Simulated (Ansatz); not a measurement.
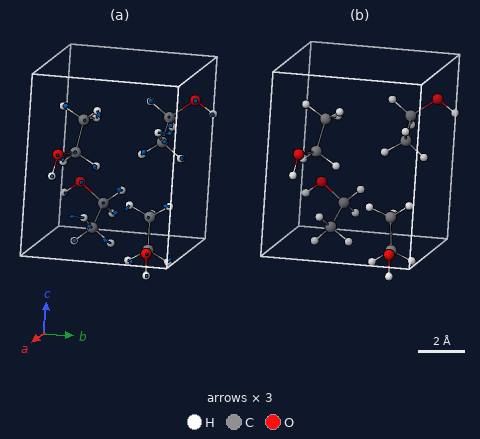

The structure of a crystal of H6C2O (set up in Pc) before (left) and after (right) a relaxation, at one scale. The blue arrows give the displacements (the part carried along by the change of the cell is left out), magnified 3 times.

A ball-and-stick model of the cell of the calculation, seen slightly off an axis.

Case: relaxed again at another level of theory.

Method: Ansatz 0.2.0, DFT r2SCAN, scalar-relativistic, plane waves, PAW. (plane-wave cutoff 500 eV; k-point mesh 4 × 4 × 4; occupations gaussian; smearing width 0.02 eV; no spin polarisation; cell and atoms relaxed; force threshold 0.02 eV/Å; at most 50 steps)

Q: Describe what moved and what it gained.

A: The energy falls by 1.2 meV per atom in 12 accepted moves (13 points after the start). Largest force component: 0.39 eV/Å at the start, 0.0053 eV/Å at the end. Pressure: −1.48 GPa at the start and 0.02 GPa at the end. At 1 point the geometry stayed and the basis and grid were re-selected for the new cell (energy shift of 0.1 meV per atom at most each time). The largest moves relative to the cell, 0.25 Å, are those of H atoms. Largest moves by element: H 0.25 Å, C 0.10 Å, O 0.10 Å. The volume changes by +1.7 %, with a 5.404 → 5.344 Å (−1.1 %), b 6.852 → 6.959 Å (+1.6 %), c 8.117 → 8.228 Å (+1.4 %), β 102.0° → 102.4°. Some distances before and after: H–O 1.001 → 0.986 Å, C–O 1.434 → 1.426 Å, C–H 1.102 → 1.095 Å. The space group stays Pc (No. 7).
